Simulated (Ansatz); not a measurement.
Input

```
crystal:
  lattice:
    - [-1.6277856612, 1.6277856612, 3.9491074594]
    - [1.6277856612, -1.6277856612, 3.9491074594]
    - [1.6277856612, 1.6277856612, -3.9491074594]
  atoms:
    - { symbol: Si, position: [0.3351774603, 0.3351774603, 0.0] }
    - { symbol: Si, position: [0.6648225397, 0.6648225397, 0.0] }
    - { symbol: W, position: [0.0, 0.0, 0.0] }
basis:
  ecutwfc: 500
  ecutrho_ratio: 4
kpoints:
  mp_grid: { grid: [14, 14, 14] }
hamiltonian:
  xc: r2scan
scf:
  occupations: { method: gaussian, width: 0.05 }
output:
  forces: true
  stress: true
  eigenvalues: true
  write_density: true
  write_potential: true
  elf: true
  volumetric_format: npy
relax:
  f_tol: 0.01
  max_steps: 40
  cell: { stress_tol: 0.1, fix: [volume] }
```

Launched as:

```sh
ansatz run input.yaml --threads 4 --pin off --max-ram 7168MiB --backend cpu --events-out ev --progress --plain --runs-dir out
```

Below, planes, directions and counts refer to the conventional cell (a = 3.26 Å, b = 3.26 Å, c = 7.89 Å, α = 90.00°, β = 90.00°, γ = 90.00°).

Space group I4/mmm; started from the Si2W prototype; changed on purpose from its base cell (volume × 1.040); computed pressure about −8 GPa in this cell.

All numbers below come from Ansatz 0.2.0, DFT r2SCAN, scalar-relativistic, plane waves, PAW.

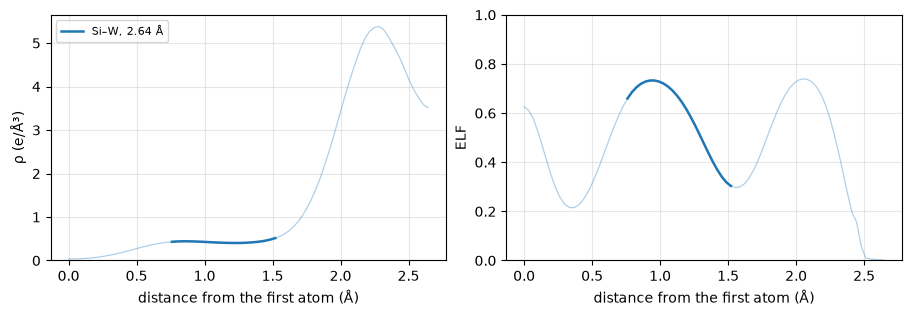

Si$_{2}$W. Valence electron density and ELF along straight lines between neighbouring atoms. Thin, pale parts lie inside the atomic spheres.

In a PAW calculation such maps are meaningful between the atoms, not at the nuclei.

**What can be read from the curves?**

Si–W (2.64 Å): ρ is about 0.41 e/Å³ halfway; the ELF peaks at about 0.75 in the valence shell of Si, 0.9 Å from its nucleus, and is about 0.50 at the midpoint.
